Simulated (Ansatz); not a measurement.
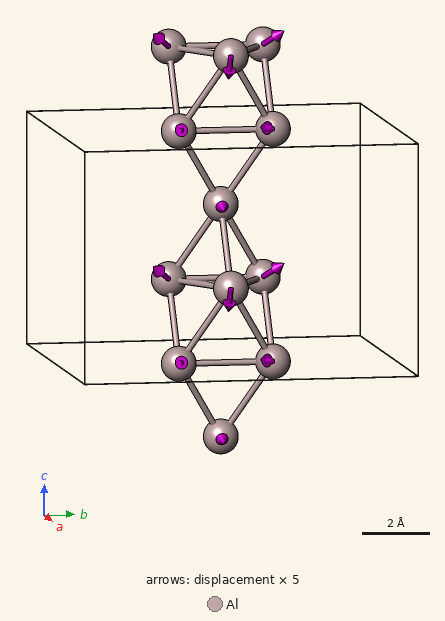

This is a relaxation of a wire of composition Al. The starting structure is drawn; purple arrows show the displacements (the part carried along by the change of the cell is left out), magnified 5 times.

The picture is a ball-and-stick view of the cell of the calculation, with the vacuum cut short, seen slightly off an axis.

Case: wire along [1 1 1], 6 atoms a period.

All numbers below come from Ansatz, DFT PBE, scalar-relativistic, plane waves, PAW.

Input file:
```yaml
crystal:
  lattice:
    - [11.5, 0.0, 0.0]
    - [0.0, 12.2, 0.0]
    - [0.0, 0.0, 7.0000085784]
  atoms:
    - { symbol: Al, position: [0.4641322208, 0.5, 0.6666666667] }
    - { symbol: Al, position: [0.6076033377, 0.5, 0.3333333333] }
    - { symbol: Al, position: [0.5358677792, 0.3828794453, 1.0] }
    - { symbol: Al, position: [0.3923966623, 0.6171205547, 0.3333333333] }
    - { symbol: Al, position: [0.5358677792, 0.6171205547, 1.0] }
    - { symbol: Al, position: [0.3923966623, 0.3828794453, 0.3333333333] }
basis:
  ecutwfc: 420
kpoints:
  mp_grid: { grid: [1, 1, 8] }
hamiltonian:
  xc: pbe
scf:
  occupations: { method: gaussian, width: 0.05 }
output:
  forces: true
  stress: true
  eigenvalues: true
  populations: true
  write_density: true
  write_potential: true
  elf: true
  volumetric_format: npy
relax:
  adjacent_minimum: "off"
  f_tol: 0.02
  max_steps: 45
  cell: { fix: [a, b, alpha, beta, gamma], stress_tol: 0.03 }
```

Launched with:
```bash
ansatz run input.yaml --threads 4 --pin off --max-ram 11264MiB --backend cpu --events-out ev --progress --plain --runs-dir out
```

Q: What did the optimiser do to the structure, and how much energy did it gain?

A: The largest moves relative to the layer's centre, 0.18 Å, are those of Al4 and Al6. Along the periodic axis the drawn cell goes c 7.000 → 6.257 Å (−10.6 %). Some distances before and after: Al2–Al3 2.858 → 2.520 Å, Al1–Al3 2.858 → 2.590 Å, Al3–Al6 2.858 → 2.618 Å, Al4–Al6 2.858 → 3.086 Å. Bond angles that change, for instance: Al4–Al1–Al6 60.0° → 71.8°, Al3–Al1–Al6 120.0° → 111.8°, Al4–Al2–Al6 60.0° → 67.6°. After 6 accepted moves (7 points after the start) the energy has fallen by 0.950 eV per cell of the calculation. Largest force component: 0.99 eV/Å at the start, 0.0094 eV/Å at the end. The SCF was repeated once at an unchanged geometry on a basis and grid sized afresh for the cell, which shifted the energy by 1.4 meV per cell of the calculation at most.

Limits of the set-up: the k-point mesh is coarse for a cell with partly filled bands.
